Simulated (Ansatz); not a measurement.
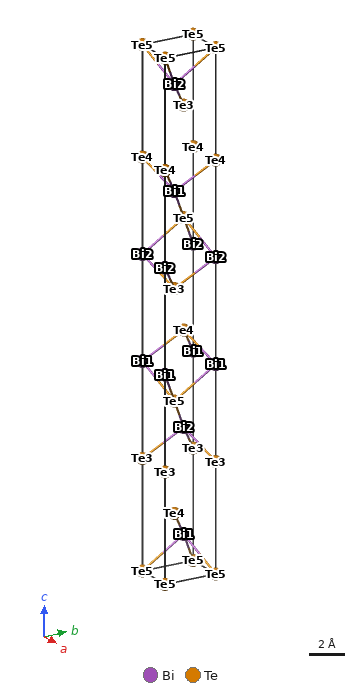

Reference structure: crystalline Bi2Te3 (built on the tetradymite type). The picture is a ball-and-stick view of the conventional cell (3 times the calculation's cell), seen slightly off an axis. Lengths and directions refer to the drawn axes.

The calculation used DFT, HSE06, plane waves, PAW in Ansatz. Set-up: plane-wave cutoff 420 eV; k-point mesh 4 × 4 × 4; occupations fixed; no spin polarisation.

Now this is done to it. The cell is strained by −2.8 % along c and +2.5 % across it (volume +2.1 %) and atoms are displaced by 0.01 Å relative to the cell: Bi1 0.01 Å along +c, Te3 0.01 Å along −c. No relaxation follows.

Input file:
```yaml
crystal:
  lattice:
    - [2.2506187317, 1.2993953306, 10.1557529589]
    - [-2.2506187317, 1.2993953306, 10.1557529589]
    - [0.0, -2.5987906612, 10.1557529589]
  atoms:
    - { symbol: Bi, position: [0.3987586621, 0.3987586621, 0.3987586621] }
    - { symbol: Bi, position: [0.6012413379, 0.6012413379, 0.6012413379] }
    - { symbol: Te, position: [0.2132719452, 0.2132719452, 0.2132719452] }
    - { symbol: Te, position: [0.7867280548, 0.7867280548, 0.7867280548] }
    - { symbol: Te, position: [0.0, 0.0, 0.0] }
kpoints:
  mp_grid: { grid: [4, 4, 4] }
  band_path:
    path:
      - [0.0, 0.0, 0.0]
      - [0.5, 0.5, 0.5]
      - [0.8235290355, 0.1764709645, 0.5]
      - [0.5, -0.1764709645, 0.1764709645]
      - [0.5, 0.0, 0.0]
      - [0.3382354822, -0.3382354822, 0.0]
      - [0.6617645178, 0.0, 0.3382354822]
      - [0.5, 0.0, 0.5]
    npoints: 1
hamiltonian:
  xc: hse06
scf:
  occupations: { method: fixed }
  n_extra_bands: 5
output:
  forces: true
  stress: true
  eigenvalues: true
```

Run as
```bash
ansatz run input.yaml --threads 4 --pin off --max-ram 4608MiB --backend cpu --events-out ev --progress --plain --runs-dir out
```

What does the calculation give for the changed structure?

Answer. Energy change: +8.8 meV per atom. Pressure: 0.0 GPa before, −1.1 GPa after. The principal stresses (compression positive) are 0.0 GPa along c and −1.6 GPa across it. The largest forces, 0.14 eV/Å, act on Te3 and Te4; on Te3 it points along +c. Among the bonded contacts that change: Bi–Te 3.061 → 3.086 Å, Bi–Te 3.254 → 3.275 Å. The space group stays R-3m (No. 166).

The changed structure in the same view:

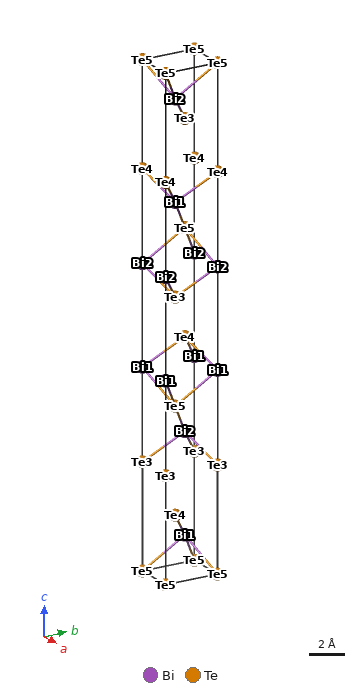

Limits of the set-up: layers or molecules are held without a dispersion correction, so their spacing is unreliable.
